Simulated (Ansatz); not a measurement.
Given this structure, the end point of a relaxation with DFT, LDA (PW92), plane waves (420 eV) with PAW, scalar-relativistic (Ansatz); the starting structure was generated, so it need not be a known form of this composition, written in its standard cell:

```
Na
1.0
     5.11680    0.00000    0.00000
     0.00000    5.11680    0.00000
     0.00000    0.00000    5.11680
Na
4
Direct
  0.00000 0.00000 0.00000
  0.00000 0.50000 0.50000
  0.50000 0.00000 0.50000
  0.50000 0.50000 0.00000
```

What does the kinematic electron diffraction pattern along [211] look like at 200 kV (B = 0.3 Å²)?

The spots form a rectangular net whose two shortest vectors correspond to d = 2.95 Å and 1.81 Å, 90.0° apart. They are -1 1 1 and 0 -2 2. The pattern has symmetry 2mm. The lattice centring (F) removes all reflections that break h + k = 2n, h + l = 2n.

Strongest reflections with d > 0.80 Å, one of each family (|F|² from tabulated Gaussian fits of the electron scattering factors, times a small damping for the curvature of the Ewald sphere):

```
    hkl  d (Å)  I (strongest = 100)
1 -1 -1  2.954                  100
 0 2 -2  1.809                   39
 1 1 -3  1.543                   28
2 -2 -2  1.477                   26
 2 0 -4  1.144                   15
3 -3 -3  0.985                   10
```

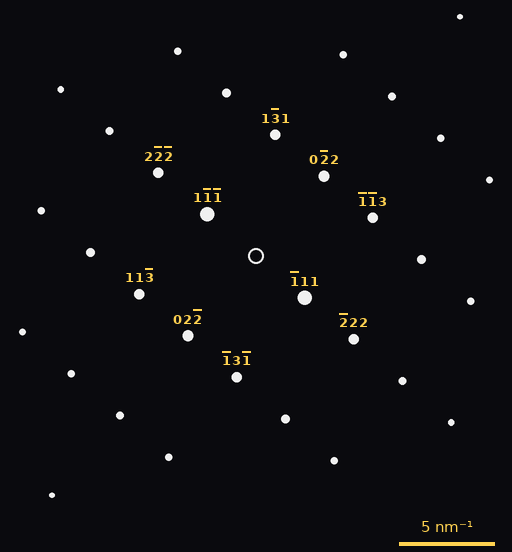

Calculated pattern, seen from the source side with [211] pointing towards the source.
